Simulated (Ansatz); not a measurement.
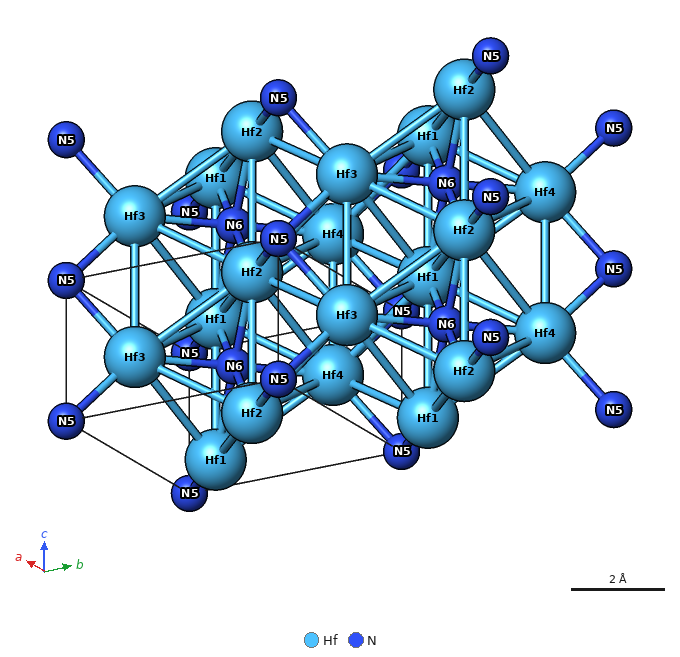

**Figure 1.** The structure as given in the input (ball-and-stick view of the cell of the calculation, repeated 1 × 2 × 2, seen at an oblique angle; atoms are numbered from 1 in the order of the input). An atom can appear more than once, as a periodic image.

**Single-point calculation of Hf2N**

- system: Hf2N (6 atoms in the cell)
- method: DFT r2SCAN, scalar-relativistic, plane waves, PAW, no spin polarisation (Ansatz 0.2.0)

The structure derives from a Materials Project entry. Figures and captions count atoms from 1; the log counts them from 0 in places.

**Log**
```
Engine: ansatz 0.2.0, x86_64-unknown-linux-gnu
Pseudopotentials: kind: paw
Pseudopotential: Hf, paw, valence charge 26, recommended cutoff 500 eV (meta_gga), Hf.paw.azcp
Pseudopotential: N, paw, valence charge 5, recommended cutoff 500 eV (meta_gga), N.paw.azcp
Functional definition: r2SCAN
  parameter k0 = 0.174
  parameter k1 = 0.065
  parameter a1 = 4.9479
  exchange = r2scan_x(k0 = k0, k1 = k1, a1 = a1)
  correlation = r2scan_c
Crystal: 6 atoms, lattice volume = 91.522 Å³
Basis set: ecut = 500 eV, 2343 PW (Γ), exchange–correlation on 160×160×96 points (64 copies of the dense FFT grid, shifted against one another)
Bands: 69, of which v1, the nominal top of the filled ones, is band 57 counted from 1 (56 counted from 0)
Symmetry: 16 space group operations
Space group: P42/mnm (ITA 136), of the structure as read, at distance tolerance 4.5e-5 Å
k-points: 24 of 96
Non-local potential: Hf, projectors of the file, l = 0: 3, l = 1: 2, l = 2: 2, l = 3: 3
Non-local potential: N, projectors of the file, l = 0: 2, l = 1: 2, l = 2: 1
PAW form: soft (Blöchl's): semilocal exchange-correlation on the pseudo side does not see the compensation charge
PAW frozen core: Hf, regenerated for the run's functional (the file was generated under x = pbe(κ = 0.804, μ = 0.2195149727645171), c = pbe(β = 0.06672455060314922))
PAW frozen core: N, regenerated for the run's functional (the file was generated under x = pbe(κ = 0.804, μ = 0.2195149727645171), c = pbe(β = 0.06672455060314922))
PAW one-centre angular grid: Hf, 974 points (default); XC on 160 Gauss nodes
PAW one-centre angular grid: N, 302 points (default); XC on 160 Gauss nodes
Initial density: superposition of atomic densities (neutral atoms: chi_scale 0, normalization atom), corrected by the library's trained network
Initial wavefunctions: pseudopotential atomic-orbital guess
Functional: x = r2scan, c = r2scan; τ floored in thin density (d = 2e-4 eV/Å³)
SCF iter   1: F=—  HF=-63709.856223 eV  |F-HF|=—  |Δ(HF+E_count)|=         —  Δρ=1.33e-2  dr2=1.38e-1  dr2_τ=3.39e-1  ethr=1.77e-3  ⟨swp⟩=4.7  Hψ=4842  notcnv=0  defer=22
preconditioner: auto → Kerker (q_TF=auto, 2.830 Å⁻¹)  [metal: Δε(μ)=0.091 eV  Ē_g=18.811 eV  σ=0.100 eV  W_gap=0.47  n_scr=38 (ndim 8)  ℏωp=40.0 eV  f_vac=0.000  D(μ)=2.02/eV (n_scr^D=10)]
SCF iter   2: F=—  HF=-63709.981575 eV  |F-HF|=—  |Δ(HF+E_count)|=   1.25e-1  Δρ=7.51e-3  dr2=5.28e-2  dr2_τ=3.97e-3  ethr=1.21e-4  ⟨swp⟩=2.0  Hψ=3454  notcnv=0  defer=122
SCF iter   3: F=—  HF=-63709.978909 eV  |F-HF|=—  |Δ(HF+E_count)|=   2.67e-3  Δρ=5.07e-3  dr2=1.72e-2  dr2_τ=1.28e-3  ethr=4.63e-5  ⟨swp⟩=2.0  Hψ=2440  notcnv=0  defer=122
SCF iter   4: F=—  HF=-63709.982246 eV  |F-HF|=—  |Δ(HF+E_count)|=   3.34e-3  Δρ=2.53e-3  dr2=5.62e-3  dr2_τ=2.37e-4  ethr=1.51e-5  ⟨swp⟩=1.2  Hψ=1544  notcnv=0  defer=122
SCF iter   5: F=—  HF=-63709.982861 eV  |F-HF|=—  |Δ(HF+E_count)|=   6.14e-4  Δρ=5.76e-4  dr2=2.86e-4  dr2_τ=9.02e-6  ethr=4.93e-6  ⟨swp⟩=2.0  Hψ=2517  notcnv=0  defer=122
SCF iter   6: F=—  HF=-63709.982936 eV  |F-HF|=—  |Δ(HF+E_count)|=   7.47e-5  Δρ=1.51e-4  dr2=2.42e-5  dr2_τ=5.37e-7  ethr=2.51e-7  ⟨swp⟩=2.0  Hψ=2490  notcnv=0  defer=122
SCF iter   7: F=—  HF=-63709.982942 eV  |F-HF|=—  |Δ(HF+E_count)|=   6.10e-6  Δρ=2.23e-5  dr2=1.11e-6  dr2_τ=3.41e-8  ethr=2.12e-8  ⟨swp⟩=2.0  Hψ=2551  notcnv=0  defer=122
SCF iter   8: F=—  HF=-63709.982941 eV  |F-HF|=—  |Δ(HF+E_count)|=   3.64e-7  Δρ=1.18e-5  dr2=1.16e-7  dr2_τ=1.78e-8  ethr=9.74e-10  ⟨swp⟩=2.0  Hψ=2793  notcnv=0  defer=122
SCF iter   9: F=-63709.982941 eV  HF=-63709.982941 eV  |F-HF|=1.23e-8  |Δ(HF+E_count)|=   2.90e-9  Δρ=2.29e-6  dr2=6.32e-9  dr2_τ=2.77e-10  ethr=8.77e-11  ⟨swp⟩=8.9  Hψ=6855  notcnv=0
SCF 1 converged in 9 iterations: F = -63709.982941 eV  dr2 = 6.32e-9
  greatest PAW one-centre occupation: 0.998 electrons in one spin orbital (limit 2), on the Hf atom at site 1 (counted from 0), in its partial waves of l = 3
SCF converged after 9 iterations
Free energy (F): -63709.982941 eV
Harris-Foulkes:  -63709.982941 eV  (|F-HF|=1.23e-8)
Internal energy: -63709.971935 eV  (E = F + TS)
E sigma→0 (E₀):  -63709.977438 eV
Entropy (-TS):   -0.011007 eV (-1.834 meV/atom)
Fermi energy:    21.001867 eV
--- Per-component energies (eV) ---
  E_band       = 323.849176
  E_kinetic    = 1964.300090
  E_local      = -19963.077856  (includes V_loc(G=0)·N_el)
  E_nonlocal   = -4903.845204
  E_hartree    = 9429.863301
  E_xc         = -1255.773517
  E_vxc        = -1346.417473  (∫ρ·V_xc dr)
  E_paw        = -28066.278234  (= ΣΔE_a)
  E_vpaw       = 5645.785835  (= ΣTr[D̂ρ^β])
  E_aug_tail   = 0.000031  (compensation charges beyond the density's cutoff)
  E_vtau       = 67.374882  (kinetic-family band-sum trace: ∫τ·v_τ [+ j·A + Jᵃ·Aᵃ] dr)
  E_ewald      = -20916.387504
  E_core_change = 1.226958  (= ΣΔE_core)
  E_smearing   = -0.011007  (= −TS)
  E_closure    = 0.000000  (closes the sum)
  Σ components = -63709.982941   (vs F -63709.982941, Δ=0.00e0)
--- Forces (eV/Å), atoms counted from 1 ---
  atom   1  Hf    -0.07665061    -0.07665061    -0.00000000
  atom   2  Hf     0.07665061     0.07665061     0.00000000
  atom   3  Hf    -0.07665061     0.07665061     0.00000000
  atom   4  Hf     0.07665061    -0.07665061    -0.00000000
  atom   5  N      0.00000000     0.00000000     0.00000000
  atom   6  N      0.00000000     0.00000000     0.00000000
  max |Σ_I F_I| component: 5.55e-17 eV/Å
--- Stress (GPa, compression-positive) ---
        1.490091      -0.000000       0.000000
       -0.000000       1.490091      -0.000000
        0.000000      -0.000000       1.253816
  P = ⅓ Tr σ = 1.4113 GPa (14.113 kbar)
--- Band table (eV; the first three rows and the last of 24) ---
  k-point 0: bands = ["-42.4709", "-42.4027", "-42.4027", "-42.3727", "-11.3010", "-10.8171", "-10.7354", "-10.7354", "-10.5017", "-10.3438", "-10.2631", "-10.2631", "-10.1510", "-10.1510", "-10.1398", "-10.1234", "3.7891", "5.5432", "9.1070", "9.1156", "9.1156", "9.1360", "9.1505", "9.1591", "9.1591", "9.1631", "9.1631", "9.1641", "9.1674", "9.1718", "9.1718", "9.1721", "9.1722", "9.1881", "9.1910", "9.1910", "9.1989", "9.2007", "9.2007", "9.2024", "9.2062", "9.2273", "9.2275", "9.2380", "9.2380", "9.2604", "14.0228", "14.0228", "15.2630", "15.9710", "16.2905", "16.2905", "17.3312", "18.8427", "20.6720", "22.0942", "22.2323", "22.2323", "22.2592", "22.8914", "23.0732", "23.0732", "24.1075", "24.3086", "24.4843", "24.4844", "27.4455", "27.4455", "27.9811"]
  k-point 1: bands = ["-42.4600", "-42.3984", "-42.3984", "-42.3749", "-11.2308", "-10.7629", "-10.6872", "-10.6872", "-10.5783", "-10.3962", "-10.3683", "-10.3683", "-10.2751", "-10.1758", "-10.1758", "-10.1612", "4.0009", "5.4965", "9.1189", "9.1284", "9.1284", "9.1456", "9.1456", "9.1462", "9.1480", "9.1585", "9.1636", "9.1636", "9.1657", "9.1720", "9.1784", "9.1808", "9.1808", "9.1884", "9.1884", "9.1927", "9.1941", "9.2048", "9.2055", "9.2055", "9.2103", "9.2244", "9.2272", "9.2283", "9.2283", "9.2499", "14.4905", "14.4905", "14.6464", "16.3011", "16.3011", "16.7913", "16.8199", "19.3040", "20.3727", "20.8394", "20.8394", "21.3141", "22.7454", "23.6083", "24.2236", "24.2236", "24.2863", "24.2863", "24.4575", "25.2404", "27.3197", "27.7021", "27.7508"]
  k-point 2: bands = ["-42.4334", "-42.3898", "-42.3898", "-42.3842", "-11.0593", "-10.6936", "-10.6285", "-10.6200", "-10.5927", "-10.5927", "-10.5363", "-10.5363", "-10.4720", "-10.2716", "-10.2604", "-10.2604", "4.4697", "5.3035", "9.1325", "9.1325", "9.1443", "9.1497", "9.1516", "9.1516", "9.1565", "9.1617", "9.1643", "9.1643", "9.1698", "9.1776", "9.1801", "9.1801", "9.1832", "9.1857", "9.1950", "9.1974", "9.1974", "9.1993", "9.2073", "9.2075", "9.2075", "9.2150", "9.2150", "9.2164", "9.2231", "9.2533", "14.3184", "15.3954", "15.3954", "15.7673", "16.2643", "16.2643", "18.0814", "19.8595", "19.8595", "19.8653", "19.9834", "20.2797", "23.6677", "23.7736", "23.7736", "24.7409", "25.2346", "25.2346", "25.3049", "26.5178", "26.8967", "27.1521", "27.3304"]
  k-point 23: bands = ["-42.4028", "-42.4028", "-42.3871", "-42.3871", "-11.1310", "-11.1310", "-10.8962", "-10.8962", "-10.3915", "-10.3915", "-10.3715", "-10.3715", "-10.3584", "-10.3584", "-10.2313", "-10.2313", "4.8673", "4.8673", "9.1399", "9.1399", "9.1599", "9.1599", "9.1613", "9.1613", "9.1644", "9.1644", "9.1650", "9.1650", "9.1663", "9.1663", "9.1773", "9.1773", "9.1898", "9.1898", "9.1905", "9.1905", "9.1970", "9.1970", "9.2042", "9.2042", "9.2074", "9.2074", "9.2096", "9.2096", "9.2376", "9.2376", "15.0341", "15.0341", "15.3863", "15.3863", "15.9060", "15.9060", "19.2338", "19.2338", "20.3188", "20.3188", "20.3405", "20.3405", "22.3948", "22.3948", "24.0494", "24.0494", "25.9749", "25.9749", "27.0316", "27.0316", "27.6252", "27.6252", "28.0791"]
```

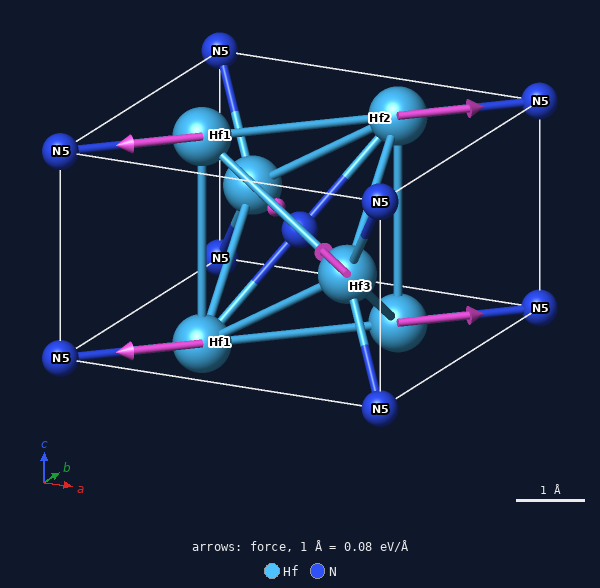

**Figure 2.** Forces on the atoms as pink arrows (ball-and-stick view of the cell of the calculation, seen slightly off an axis; atoms are numbered from 1 in the order of the input). The largest act on all 4 Hf atoms (0.11 eV/Å). The geometry is not a stationary point of this energy.

The run was set up as follows.

**Input**
```yaml
crystal:
  lattice:
    - [5.31312402, 0.0, 0.0]
    - [0.0, 5.31312402, 0.0]
    - [0.0, 0.0, 3.24209839]
  atoms:
    - { symbol: Hf, position: [0.29553637, 0.29553637, 0.0] }
    - { symbol: Hf, position: [0.70446363, 0.70446363, 0.0] }
    - { symbol: Hf, position: [0.79553637, 0.20446363, 0.5] }
    - { symbol: Hf, position: [0.20446363, 0.79553637, 0.5] }
    - { symbol: "N", position: [0.0, 0.0, 0.0] }
    - { symbol: "N", position: [0.5, 0.5, 0.5] }
basis:
  ecutwfc: 500
kpoints:
  mp_grid: { grid: [4, 4, 6] }
hamiltonian:
  xc: r2scan
scf:
  occupations: { method: gaussian, width: 0.1 }
output:
  forces: true
  stress: true
  eigenvalues: true
```

Command:
```bash
ansatz run input.yaml --threads 2 --pin off --max-ram 5120MiB --backend cpu --events-out ev --progress --plain --runs-dir out
```

**Key numbers**

```csv
quantity,value
outcome,converged
space group (tolerance 0.01 Å),P4₂/mnm (136)
electrons treated,114
free energy,−63709.9829 eV
Fermi energy,21.002 eV
gap on the k-point mesh,none (metallic)
pressure,1.41 GPa
largest force (length of the vector),0.108 eV/Å
hardware,"2 threads of Intel Xeon (Granite Rapids), 32 GiB of memory available, shared host"
wall time,4.3 s (CPU time 8.4 s)
peak memory,0.68 GiB
```

**Remarks**

Spin–orbit coupling is left out, which matters for Hf.
